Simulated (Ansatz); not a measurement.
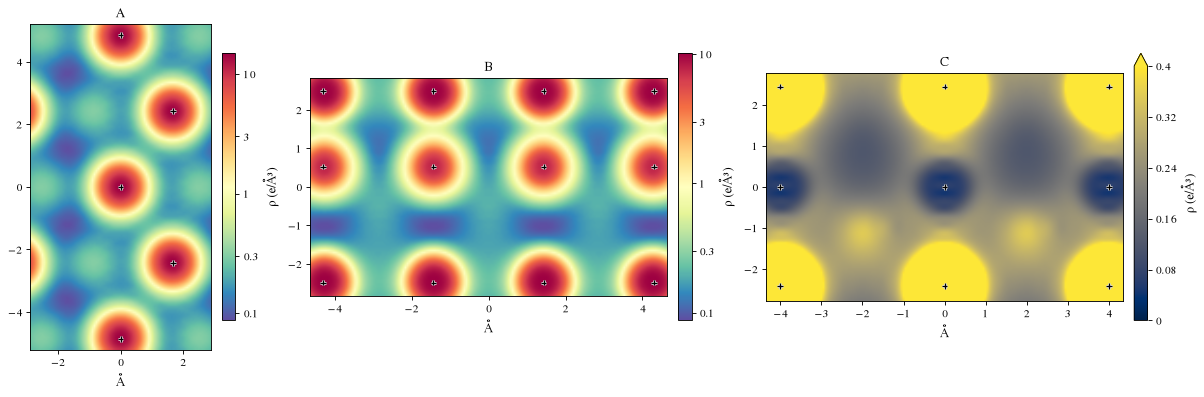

The valence pseudo-density of 3 systems, each on a plane through atoms (crosses mark nuclei in the plane).

Computed with Ansatz 0.2.0, DFT r2SCAN, scalar-relativistic, plane waves, PAW.

System 1: Al3Ni2, the (010) plane of the conventional cell. Space group P-3m1; a structure from a database of computed crystals, not necessarily the ambient phase; computed without spin polarisation.

```xyz
5
Lattice="4.0067 0.0000 0.0000 -2.0034 3.4699 0.0000 0.0000 0.0000 4.8615" Properties=species:S:1:pos:R:3 pbc="T T T"
Al    0.0000    0.0000    0.0000
Al    0.0000    2.3133    3.1524
Al    2.0034    1.1566    1.7091
Ni    0.0000    2.3133    0.7108
Ni    2.0034    1.1566    4.1507
```

System 2: Au, the (100) plane of the conventional cell. Space group Cmcm; a structure from a database of computed crystals, not necessarily the ambient phase.

```
CELL_PARAMETERS angstrom
2.83986 0.00000 0.00000
0.00000 5.10141 0.00000
0.00000 0.00000 4.85684
ATOMIC_POSITIONS crystal
Au 0.00000 0.33585 0.75000
Au 0.50000 0.83585 0.75000
Au 0.00000 0.66415 0.25000
Au 0.50000 0.16415 0.25000
```

System 3: TiO, the (11̄0) plane of the conventional cell. Space group P-62m; a structure from a database of computed crystals, not necessarily the ambient phase; computed without spin polarisation.

### Which map belongs to which system?

Panel A is system 2, Au: the plane holds Au. Panel B is system 3, TiO: the plane holds Ti and O. Ti–O (1.96 Å): ρ at the midpoint is about 0.69 e/Å³. Panel C is system 1, Al3Ni2: the plane holds Al and Ni. Al–Ni (2.44 Å): ρ is about 0.37 e/Å³ halfway.
